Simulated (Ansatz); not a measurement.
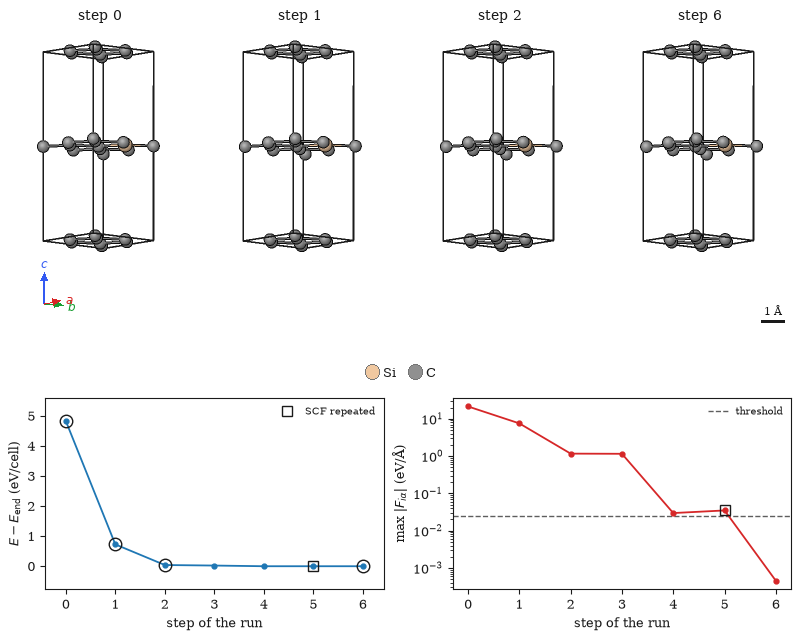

Frames of a relaxation of a defect cell of composition SiC$_{15}$, marked on the history of the run. The picture is a ball-and-stick view of the cell of the calculation (origin shifted), seen from a free direction.

Case: Si on a C site (b), charge +0, atoms relaxed at the host's cell.

All numbers below come from Ansatz, DFT PBE, scalar-relativistic, plane waves, PAW. (plane-wave cutoff 420 eV; k-point mesh 9 × 9 × 5; occupations gaussian; smearing width 0.1 eV; no spin polarisation; atoms relaxed in a fixed cell; force threshold 0.025 eV/Å; at most 45 steps)

Question: What happens along the run?

Answer: The largest moves, 0.16 Å, are those of C atoms. Si stays in place. The cell doesn't change. Among the contacts that change: C–Si 1.424 → 1.585 Å, C–C 1.424 → 1.352 Å. Among the angles between lasting bonds that change: C–C–C 120.0° → 108.0°, C–C–C 120.0° → 132.0°, C–C–C 120.0° → 126.0°. Over 5 accepted moves (6 points after the start) the energy falls by 4.832 eV per cell of the calculation. The largest force component goes from 21 to 0.00045 eV/Å. 1 step only repeated the SCF at the same geometry. Cost: 46 s on 4 threads of Intel(R) Xeon(R) Processor @ 2.70GHz, with other jobs on the host, peak memory 0.71 GiB. From step 0 to 1: C atoms move most (0.10 Å), energy −4.106 eV per cell of the calculation. From step 1 to 2: C atoms move most (0.05 Å), energy −0.686 eV per cell of the calculation. From step 2 to 6: energy −40.2 meV per cell of the calculation.

```
step  E − E(0), meV/atom  largest force component, eV/Å                         note
   0                0.00                        21.3654                             
   1             -256.61                         7.5173                             
   2             -299.49                         1.1622                             
   3             -300.59                         1.1502                             
   4             -302.00                         0.0296                             
   5             -302.00                         0.0348  same geometry, SCF repeated
   6             -302.00                         0.0005
```

Limits of the set-up: the periodic images lie only 4.9 Å apart, so the values are limited by the cell's size.
